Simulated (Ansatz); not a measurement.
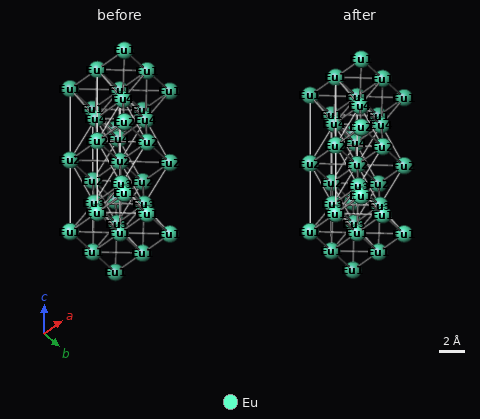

The structure of a crystal of Eu (built on the dhcp type) before (left) and after (right) a relaxation, at one scale.

Style: ball-and-stick. Shown: the cell of the calculation, repeated 2 × 2 × 1 with one cell outlined, from a free direction.

Level of theory: Ansatz, DFT PBE, scalar-relativistic, plane waves, PAW. Set-up: plane-wave cutoff 420 eV; k-point mesh 12 × 12 × 4; occupations gaussian; smearing width 0.05 eV; collinear spin; cell and atoms relaxed; force threshold 0.01 eV/Å; at most 60 steps.

**Summarise the run.**

No atom moves by more than 0.005 Å relative to the cell. The drawn cell changes as follows: a = b 4.128 → 3.893 Å (−5.7 %), c 13.280 → 12.659 Å (−4.7 %); the volume changes by −15.2 %. Among the contacts that change: Eu1–Eu1 4.128 → 3.893 Å, Eu1–Eu3 4.087 → 3.882 Å. The space group stays P6_3/mmc (No. 194). After 5 accepted moves (7 points after the start) the energy has fallen by 47.8 meV per atom. All forces vanish by symmetry, so only the cell relaxes. Pressure: −1.77 GPa at the start and 0.00 GPa at the end. The SCF was repeated twice at an unchanged geometry on a basis and grid sized afresh for the cell, which shifted the energy by 2.8 meV per atom at most. The run took roughly 7 core-minutes on a shared host.

Limits of the set-up: 4f states are treated without a Hubbard U.
